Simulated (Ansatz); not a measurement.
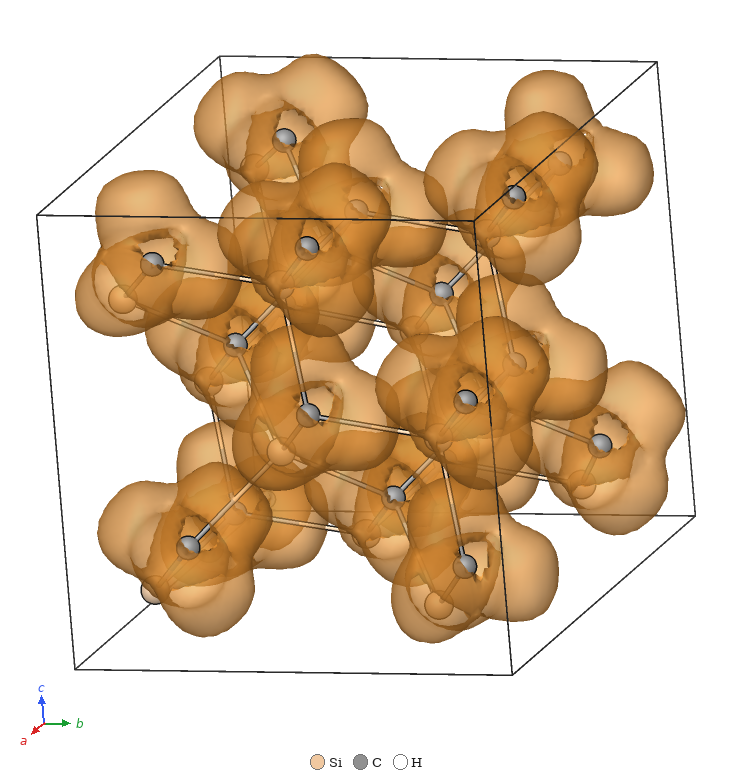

*Si₁₈HC₁₈ (cell charge −1, with a compensating background) (cell with a defect). Isosurface of the ELF at 0.7 (orange), seen slightly off an axis. Core shells and regions of very low density are left out. Sticks mark near contacts.*

Theory: DFT PBE, scalar-relativistic, plane waves, PAW (Ansatz).

What do the ELF domains correspond to?

Answer. At this value the surface marks out one region around a hydrogen nucleus and 18 regions on C in which the atom's valence shell and bonds are merged, counted in one cell of 37 atoms. Regions shared between cells count once. Profiles from the grid: Si–H (1.78 Å): the ELF climbs to about 1 towards the hydrogen, as it does in any bond to H. Si–C (1.86 Å): the ELF peaks at about 0.95 between the atoms (a covalent bond).
